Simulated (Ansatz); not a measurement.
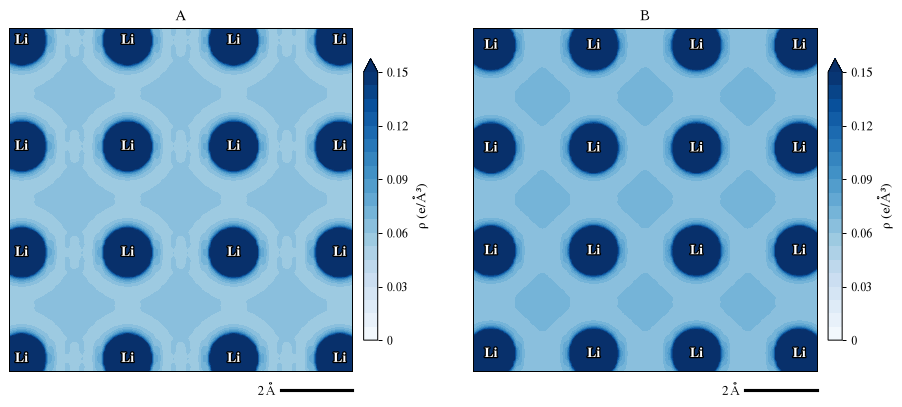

Li. The valence pseudo-density of two cells that differ in size, on the (110) plane of each (indices in the axes of the calculation cell), at one length scale and on one colour scale: A has 18.2 Å³ an atom and B 16.6.

Level of theory: DFT PBE+D3(BJ), scalar-relativistic, plane waves, PAW in Ansatz.

Core electrons are frozen (PAW), and the valence fields are smoothed inside the atomic spheres.

The larger cell:

```
Li
1.0
     0.00000    2.08848    2.08848
     2.08848    0.00000    2.08848
     2.08848    2.08848    0.00000
Li
1
Direct
  0.00000 0.00000 0.00000
```

The smaller cell: a = 2.862 Å, b = 2.862 Å, c = 2.862 Å, α = 60.00°, β = 60.00°, γ = 60.00°.

**What does the compression do to the bonding and the properties?**

From the larger cell to the smaller, Li–Li goes from 2.95 to 2.86 Å, and the density at its midpoint from 0.06 to 0.07 e/Å³; the pressure goes from 0.0 to 1.7 GPa.
